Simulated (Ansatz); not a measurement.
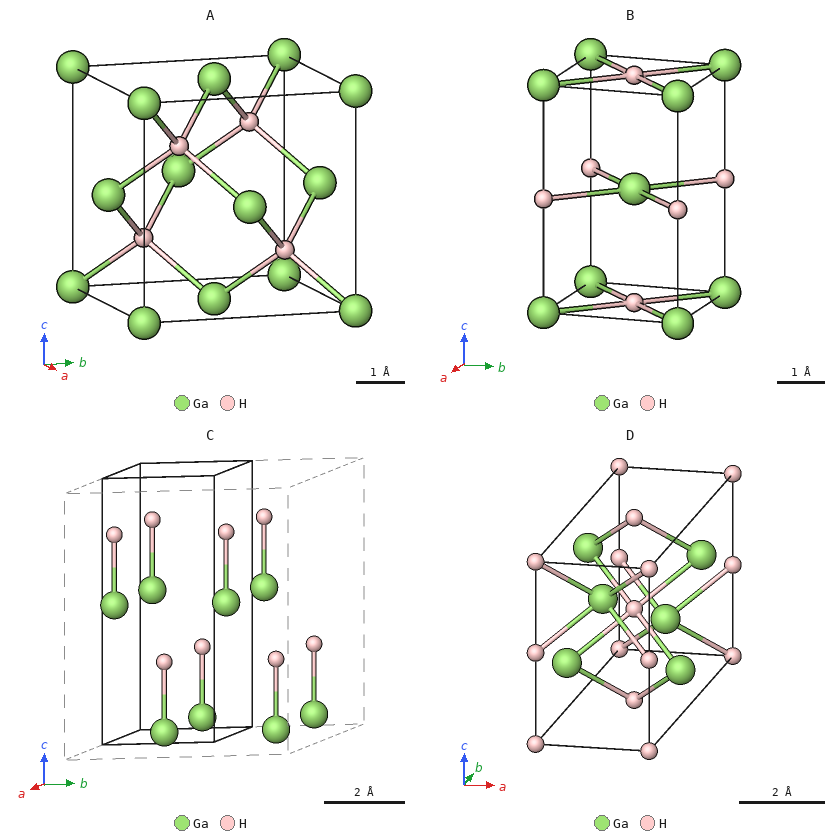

Four structures of GaH, each relaxed to rest (conventional cells in solid outline, small ones repeated, each panel with its own scale). Method: Ansatz 0.2.0, DFT PBE, scalar-relativistic, plane waves, PAW, without spin polarisation.

**Name the structure in each panel.**

A: zinc blende (sphalerite type), F-43m; B: 4 atoms a cell on a body-centred tetragonal lattice, I4/mmm; C: 4 atoms a cell on a primitive hexagonal lattice, P6_3mc; D: 8 atoms a cell on a base-centred orthorhombic lattice, Cmcm.

**Which of these is lowest in energy, and how far above it do the others lie?**

D, then C (+10 meV/atom), A (+42 meV/atom) and B (+77 meV/atom), energies at zero smearing.

**Collect the results in a table.**

| panel | structure | E − E(lowest) (meV/atom) | volume (Å³/atom) | gap (eV) |
| --- | --- | --- | --- | --- |
| D | Cmcm | 0 | 13.4 | metal |
| C | P6_3mc | 10 | 11.9 | metal |
| A | F-43m | 42 | 12.9 | metal |
| B | I4/mmm | 77 | 11.8 | metal |

Some of these may be structure types tried for this composition rather than known phases, and the most stable form need not be among them. Gaps are taken on the k-mesh or band path of each run.
